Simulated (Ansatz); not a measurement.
# Run report: Si47C, geometry relaxation (part 3 of 3)

Continued. System: Si47C (defect cell, 48 atoms in the cell). Method: DFT PBE, scalar-relativistic, plane waves, PAW, no spin polarisation (Ansatz 0.2.0); cutoff 420 eV, 2×2×2 k-mesh, Gaussian smearing of 0.02 eV. The structure derives from a Materials Project entry. It belongs to a series of runs on one base structure; here: C on a Si site (f), charge +0, atoms relaxed at the host's cell.

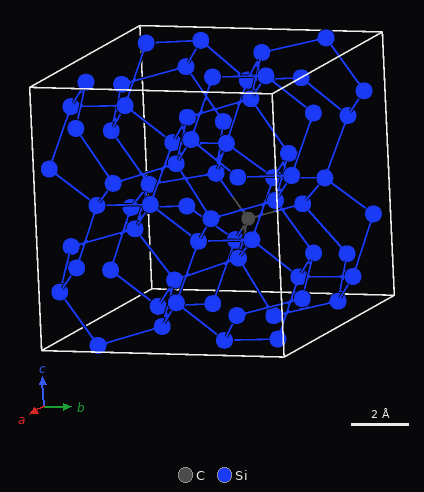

Figure 1. The geometry at step 5 of the log (ball-and-stick view of the cell of the calculation, seen slightly off an axis).

**Trajectory as extended XYZ, continued**
```
48
Lattice="7.7026 0.0000 -6.3650 -3.8513 -6.6706 -6.3650 -3.8513 6.6706 -6.3650" Properties=species:S:1:pos:R:3:forces:R:3 step=3 energy=-30131.84325
C    -1.9256   -1.1118   -5.9753    0.0000   0.0000   0.1576
Si   -3.9066    2.3069  -12.3010   -0.0309  -0.0005   0.0092
Si    3.8914    2.1337  -12.3459   -0.0017  -0.0260  -0.0180
Si    2.0255   -1.1055  -12.3010    0.0151   0.0270   0.0092
Si    1.8278   -1.1016   -5.9809   -0.0217   0.0145  -0.0180
Si   -0.0195    2.2382  -12.3273   -0.0174   0.0109   0.0113
Si   -0.0445    2.1340   -5.9360    0.0159  -0.0266   0.0092
Si    3.9091   -4.3674  -12.3459    0.0234   0.0116  -0.0180
Si   -5.7799   -1.1360  -12.3273   -0.0008  -0.0205   0.0113
Si    0.0225   -4.4375  -12.3273    0.0182   0.0096   0.0113
Si    1.9256    5.5588  -12.3315    0.0000   0.0000  -0.0664
Si   -1.9256   -1.1118  -12.3577    0.0000   0.0000  -0.0847
Si   -3.8919    4.4633   -9.2424    0.0104  -0.0123  -0.0274
Si   -1.9240    1.0505   -9.0617    0.0245  -0.0300   0.0482
Si    5.7832    1.0685   -9.2424    0.0055   0.0151  -0.0274
Si    3.8856   -2.1965   -9.2424   -0.0158  -0.0028  -0.0274
Si   -0.0027    4.4372   -9.1523   -0.0180  -0.0369   0.0072
Si    1.9297    1.1217   -9.1355    0.0156   0.0036   0.0233
Si   -1.9191   -5.5673   -9.1355   -0.0047  -0.0153   0.0233
Si    1.9150    1.1103  -15.5005   -0.0109   0.0117   0.0233
Si   -3.7990   -2.1915   -9.0617    0.0138   0.0362   0.0482
Si   -1.9328    1.1190  -15.5173   -0.0229   0.0340   0.0072
Si    0.0099   -2.2209  -15.5173    0.0409   0.0028   0.0072
Si   -0.0539   -2.1943   -9.0617   -0.0383  -0.0062   0.0482
Si   -1.9256   -1.1118   -3.9668    0.0000   0.0000   0.5735
Si   -3.8391    2.1961   -9.9096    0.0143   0.0304  -0.0030
Si    3.8502    2.2291   -9.9591    0.0196  -0.0091  -0.0497
Si    1.8958   -1.1086   -9.9096    0.0192  -0.0276  -0.0030
Si    1.9310   -1.1136   -3.5941   -0.0177  -0.0124  -0.0497
Si   -0.0179    2.2054   -9.9213   -0.0343   0.0134  -0.0343
Si    0.0177    2.2478   -3.5446   -0.0335  -0.0029  -0.0030
Si    3.8470   -4.4508   -9.9591   -0.0019   0.0215  -0.0497
Si   -5.7522   -1.1182   -9.9213    0.0056  -0.0364  -0.0343
Si   -0.0068   -4.4225   -9.9213    0.0287   0.0230  -0.0343
Si    1.9256    5.5588   -9.9450    0.0000   0.0000   0.0040
Si   -1.9256   -1.1118   -9.9919    0.0000   0.0000   0.0070
Si   -3.8538    4.4019   -6.8206   -0.0219   0.0254   0.0324
Si   -1.9227    0.7448   -6.6283   -0.0014   0.6676  -0.2343
Si    5.8173    1.1322   -6.8206   -0.0111  -0.0317   0.0324
Si    3.8134   -2.1988   -6.8206    0.0330   0.0062   0.0324
Si   -0.0224    4.3839   -6.7744   -0.0046   0.0050   0.0441
Si    1.9335    1.1271   -6.7485   -0.0180   0.0195  -0.0061
Si   -1.9163   -5.5733   -6.7485    0.0259   0.0058  -0.0061
Si    1.9085    1.1110  -13.1135   -0.0079  -0.0253  -0.0061
Si   -3.5349   -2.0375   -6.6283   -0.5775  -0.3350  -0.2343
Si   -1.9692    1.1628  -13.1394    0.0066   0.0015   0.0441
Si    0.0660   -2.2113  -13.1394   -0.0020  -0.0065   0.0441
Si   -0.3193   -2.0426   -6.6283    0.5789  -0.3326  -0.2343
48
Lattice="7.7026 0.0000 -6.3650 -3.8513 -6.6706 -6.3650 -3.8513 6.6706 -6.3650" Properties=species:S:1:pos:R:3:forces:R:3 step=4 energy=-30131.90743
C    -1.9256   -1.1118   -5.9644    0.0000   0.0000   0.0213
Si   -3.9067    2.2970  -12.2967    0.0312  -0.0164  -0.0074
Si    3.8821    2.1382  -12.3520    0.0004   0.0391  -0.0047
Si    2.0170   -1.1005  -12.2967   -0.0299  -0.0188  -0.0074
Si    1.8363   -1.0958   -5.9870    0.0337  -0.0199  -0.0047
Si   -0.0229    2.2407  -12.3275    0.0024   0.0000   0.0113
Si   -0.0359    2.1388   -5.9317   -0.0014   0.0353  -0.0074
Si    3.9098   -4.3778  -12.3520   -0.0340  -0.0192  -0.0047
Si   -5.7803   -1.1402  -12.3275   -0.0012   0.0021   0.0113
Si    0.0263   -4.4358  -12.3275   -0.0012  -0.0021   0.0113
Si    1.9256    5.5588  -12.3371    0.0000   0.0000   0.0065
Si   -1.9256   -1.1118  -12.3642    0.0000   0.0000   0.0024
Si   -3.8835    4.4587   -9.2373   -0.0116   0.0154   0.0310
Si   -1.9216    1.0504   -9.0624    0.0079   0.0175  -0.0189
Si    5.7830    1.0780   -9.2373   -0.0075  -0.0178   0.0310
Si    3.8775   -2.2014   -9.2373    0.0191   0.0024   0.0310
Si   -0.0053    4.4340   -9.1511    0.0052  -0.0001  -0.0024
Si    1.9304    1.1237   -9.1378    0.0052   0.0043  -0.0051
Si   -1.9176   -5.5689   -9.1378    0.0012  -0.0066  -0.0051
Si    1.9129    1.1099  -15.5028   -0.0063   0.0023  -0.0051
Si   -3.8002   -2.1893   -9.0624   -0.0191  -0.0019  -0.0189
Si   -1.9344    1.1229  -15.5161   -0.0026  -0.0044  -0.0024
Si    0.0140   -2.2216  -15.5161   -0.0025   0.0045  -0.0024
Si   -0.0552   -2.1964   -9.0624    0.0111  -0.0156  -0.0189
Si   -1.9256   -1.1118   -3.9136    0.0000   0.0000  -0.0367
Si   -3.8373    2.1960   -9.9084   -0.0045  -0.0030   0.0112
Si    3.8515    2.2296   -9.9681   -0.0088  -0.0004   0.0088
Si    1.8948   -1.1100   -9.9084   -0.0004   0.0054   0.0112
Si    1.9308   -1.1150   -3.6030    0.0041   0.0078   0.0088
Si   -0.0212    2.2053   -9.9262    0.0073   0.0030  -0.0012
Si    0.0169    2.2494   -3.5434    0.0049  -0.0024   0.0112
Si    3.8459   -4.4500   -9.9681    0.0047  -0.0075   0.0088
Si   -5.7505   -1.1211   -9.9262   -0.0063   0.0048  -0.0012
Si   -0.0051   -4.4196   -9.9262   -0.0010  -0.0079  -0.0012
Si    1.9256    5.5588   -9.9456    0.0000   0.0000   0.0060
Si   -1.9256   -1.1118   -9.9910    0.0000   0.0000  -0.0017
Si   -3.8563    4.4052   -6.8169    0.0089  -0.0010  -0.0059
Si   -1.9216    0.7907   -6.6391    0.0013  -0.0307  -0.0012
Si    5.8156    1.1284   -6.8169   -0.0035   0.0082  -0.0059
Si    3.8175   -2.1983   -6.8169   -0.0053  -0.0072  -0.0059
Si   -0.0210    4.3846   -6.7697   -0.0024   0.0045  -0.0064
Si    1.9357    1.1329   -6.7522   -0.0022   0.0028  -0.0085
Si   -1.9124   -5.5782   -6.7522    0.0035   0.0005  -0.0085
Si    1.9023    1.1099  -13.1173   -0.0013  -0.0033  -0.0085
Si   -3.5753   -2.0595   -6.6391    0.0260   0.0165  -0.0012
Si   -1.9692    1.1612  -13.1348    0.0051  -0.0002  -0.0064
Si    0.0646   -2.2105  -13.1348   -0.0027  -0.0043  -0.0064
Si   -0.2800   -2.0665   -6.6391   -0.0272   0.0143  -0.0012
48
Lattice="7.7026 0.0000 -6.3650 -3.8513 -6.6706 -6.3650 -3.8513 6.6706 -6.3650" Properties=species:S:1:pos:R:3:forces:R:3 step=5 energy=-30131.90743
C    -1.9256   -1.1118   -5.9644    0.0000   0.0000   0.0221
Si   -3.9067    2.2970  -12.2967    0.0315  -0.0167  -0.0076
Si    3.8821    2.1382  -12.3520    0.0006   0.0394  -0.0048
Si    2.0170   -1.1005  -12.2967   -0.0302  -0.0189  -0.0076
Si    1.8363   -1.0958   -5.9870    0.0339  -0.0202  -0.0048
Si   -0.0229    2.2407  -12.3275    0.0025  -0.0001   0.0114
Si   -0.0359    2.1388   -5.9317   -0.0013   0.0356  -0.0076
Si    3.9098   -4.3778  -12.3520   -0.0344  -0.0192  -0.0048
Si   -5.7803   -1.1402  -12.3275   -0.0012   0.0022   0.0114
Si    0.0263   -4.4358  -12.3275   -0.0013  -0.0021   0.0114
Si    1.9256    5.5588  -12.3371    0.0000   0.0000   0.0066
Si   -1.9256   -1.1118  -12.3642    0.0000   0.0000   0.0020
Si   -3.8835    4.4587   -9.2373   -0.0119   0.0156   0.0311
Si   -1.9216    1.0504   -9.0624    0.0079   0.0175  -0.0187
Si    5.7830    1.0780   -9.2373   -0.0076  -0.0181   0.0311
Si    3.8775   -2.2014   -9.2373    0.0195   0.0025   0.0311
Si   -0.0053    4.4340   -9.1511    0.0054   0.0001  -0.0026
Si    1.9304    1.1237   -9.1378    0.0052   0.0046  -0.0051
Si   -1.9176   -5.5689   -9.1378    0.0014  -0.0068  -0.0051
Si    1.9129    1.1099  -15.5028   -0.0066   0.0022  -0.0051
Si   -3.8002   -2.1893   -9.0624   -0.0191  -0.0019  -0.0187
Si   -1.9344    1.1229  -15.5161   -0.0026  -0.0047  -0.0026
Si    0.0140   -2.2216  -15.5161   -0.0028   0.0046  -0.0026
Si   -0.0552   -2.1964   -9.0624    0.0112  -0.0156  -0.0187
Si   -1.9256   -1.1118   -3.9136    0.0000   0.0000  -0.0356
Si   -3.8373    2.1960   -9.9084   -0.0044  -0.0032   0.0112
Si    3.8515    2.2296   -9.9681   -0.0091  -0.0003   0.0087
Si    1.8948   -1.1100   -9.9084   -0.0006   0.0054   0.0112
Si    1.9308   -1.1150   -3.6030    0.0043   0.0080   0.0087
Si   -0.0212    2.2053   -9.9262    0.0074   0.0031  -0.0013
Si    0.0169    2.2494   -3.5434    0.0050  -0.0022   0.0112
Si    3.8459   -4.4500   -9.9681    0.0048  -0.0078   0.0087
Si   -5.7505   -1.1211   -9.9262   -0.0063   0.0049  -0.0013
Si   -0.0051   -4.4196   -9.9262   -0.0010  -0.0079  -0.0013
Si    1.9256    5.5588   -9.9456    0.0000   0.0000   0.0062
Si   -1.9256   -1.1118   -9.9910    0.0000   0.0000  -0.0014
Si   -3.8563    4.4052   -6.8169    0.0088  -0.0011  -0.0058
Si   -1.9216    0.7907   -6.6391    0.0013  -0.0296  -0.0017
Si    5.8156    1.1284   -6.8169   -0.0034   0.0082  -0.0058
Si    3.8175   -2.1983   -6.8169   -0.0054  -0.0071  -0.0058
Si   -0.0210    4.3846   -6.7697   -0.0020   0.0045  -0.0062
Si    1.9357    1.1329   -6.7522   -0.0021   0.0031  -0.0087
Si   -1.9124   -5.5782   -6.7522    0.0037   0.0003  -0.0087
Si    1.9023    1.1099  -13.1173   -0.0016  -0.0034  -0.0087
Si   -3.5753   -2.0595   -6.6391    0.0250   0.0159  -0.0017
Si   -1.9692    1.1612  -13.1348    0.0049  -0.0005  -0.0062
Si    0.0646   -2.2105  -13.1348   -0.0029  -0.0040  -0.0062
Si   -0.2800   -2.0665   -6.6391   -0.0262   0.0137  -0.0017
48
Lattice="7.7026 0.0000 -6.3650 -3.8513 -6.6706 -6.3650 -3.8513 6.6706 -6.3650" Properties=species:S:1:pos:R:3:forces:R:3 step=6 energy=-30131.90833
C    -1.9256   -1.1118   -5.9652    0.0000   0.0000   0.0150
Si   -3.9002    2.2955  -12.2979   -0.0134   0.0097   0.0039
Si    3.8832    2.1441  -12.3527    0.0001  -0.0178  -0.0003
Si    2.0124   -1.1053  -12.2979    0.0151   0.0067   0.0039
Si    1.8409   -1.0997   -5.9877   -0.0154   0.0088  -0.0003
Si   -0.0189    2.2383  -12.3257    0.0009  -0.0006  -0.0060
Si   -0.0378    2.1452   -5.9329   -0.0017  -0.0164   0.0039
Si    3.9041   -4.3797  -12.3527    0.0153   0.0090  -0.0003
Si   -5.7802   -1.1355  -12.3257    0.0001   0.0011  -0.0060
Si    0.0222   -4.4380  -12.3257   -0.0010  -0.0004  -0.0060
Si    1.9256    5.5588  -12.3345    0.0000   0.0000   0.0001
Si   -1.9256   -1.1118  -12.3645    0.0000   0.0000   0.0020
Si   -3.8852    4.4630   -9.2323    0.0045  -0.0043  -0.0128
Si   -1.9193    1.0535   -9.0665   -0.0053  -0.0065   0.0069
Si    5.7801    1.0744   -9.2323    0.0015   0.0061  -0.0128
Si    3.8821   -2.2021   -9.2323   -0.0060  -0.0017  -0.0128
Si   -0.0046    4.4349   -9.1516   -0.0046   0.0019   0.0018
Si    1.9320    1.1228   -9.1380   -0.0053   0.0001  -0.0008
Si   -1.9193   -5.5699   -9.1380    0.0028   0.0045  -0.0008
Si    1.9129    1.1118  -15.5030    0.0025  -0.0047  -0.0008
Si   -3.8040   -2.1889   -9.0665    0.0083  -0.0013   0.0069
Si   -1.9339    1.1218  -15.5166    0.0040   0.0030   0.0018
Si    0.0128   -2.2214  -15.5166    0.0006  -0.0050   0.0018
Si   -0.0536   -2.1999   -9.0665   -0.0030   0.0079   0.0069
Si   -1.9256   -1.1118   -3.9157    0.0000   0.0000  -0.0114
Si   -3.8373    2.1994   -9.9070    0.0012  -0.0007  -0.0047
Si    3.8513    2.2296   -9.9672    0.0060  -0.0007  -0.0055
Si    1.8978   -1.1118   -9.9070   -0.0012  -0.0007  -0.0047
Si    1.9309   -1.1148   -3.6022   -0.0036  -0.0048  -0.0055
Si   -0.0173    2.2067   -9.9262   -0.0027  -0.0044   0.0023
Si    0.0139    2.2477   -3.5420    0.0000   0.0014  -0.0047
Si    3.8460   -4.4501   -9.9672   -0.0024   0.0056  -0.0055
Si   -5.7537   -1.1184   -9.9262    0.0052  -0.0001   0.0023
Si   -0.0059   -4.4237   -9.9262   -0.0025   0.0046   0.0023
Si    1.9256    5.5588   -9.9442    0.0000   0.0000   0.0012
Si   -1.9256   -1.1118   -9.9917    0.0000   0.0000  -0.0001
Si   -3.8546    4.4098   -6.8149   -0.0028   0.0006   0.0021
Si   -1.9215    0.7908   -6.6417    0.0027   0.0058   0.0009
Si    5.8109    1.1276   -6.8149    0.0008  -0.0027   0.0021
Si    3.8206   -2.2021   -6.8149    0.0020   0.0021   0.0021
Si   -0.0225    4.3895   -6.7711    0.0024  -0.0021   0.0034
Si    1.9325    1.1317   -6.7526    0.0006  -0.0022   0.0065
Si   -1.9118   -5.5748   -6.7526   -0.0022   0.0006   0.0065
Si    1.9049    1.1078  -13.1177    0.0016   0.0017   0.0065
Si   -3.5754   -2.0595   -6.6417   -0.0063  -0.0006   0.0009
Si   -1.9642    1.1600  -13.1362   -0.0030  -0.0010   0.0034
Si    0.0611   -2.2142  -13.1362    0.0006   0.0031   0.0034
Si   -0.2800   -2.0666   -6.6417    0.0037  -0.0052   0.0009
```

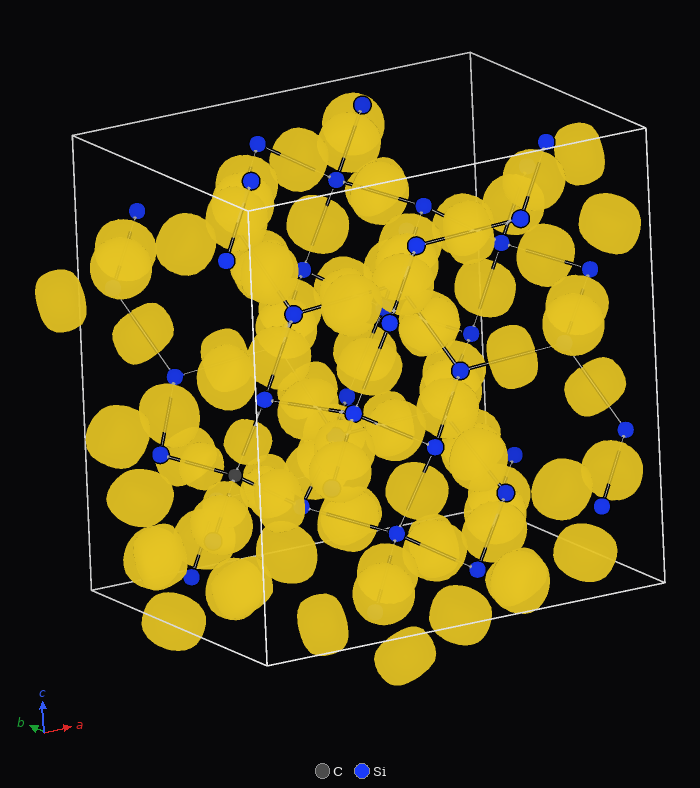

Figure 2. Isosurface of the electron localisation function at 0.8 (yellow), seen slightly off an axis. Only the valence region is drawn (cores and ρ < 0.01 e/Å³ removed). Sticks mark near contacts. The outline is the calculation cell. Profiles from the grid: Si–C (2.02 Å): the ELF peaks at about 0.90 between the atoms, as expected for localised, shared-pair bonding. Si–Si (2.35 Å): the ELF peaks at about 0.95 between the atoms, which marks a covalent bond. The fields are those of the smooth PAW valence density.

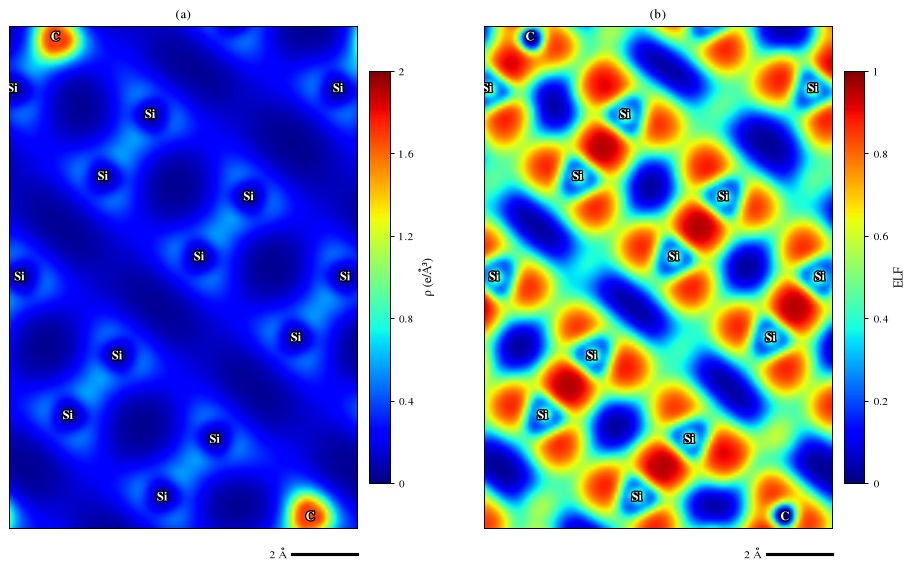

Figure 3. (a) valence pseudo-density; (b) electron localisation function on the (101̄) plane of the calculation cell. The section cuts through C and Si sites. Away from the nuclei the density in this plane falls to 0.03 e/Å³ at its lowest.

**Key numbers**

- outcome: converged
- electrons treated: 192
- free energy: −30131.9083 eV
- Fermi energy: 6.281 eV
- gap on the k-point mesh: 0.91 eV
- final volume: 981.12 Å³
- largest force (length of the vector) at the end: 0.018 eV/Å
- wall time: 88 s (CPU time 5.8 min)
- peak memory: 1.6 GiB
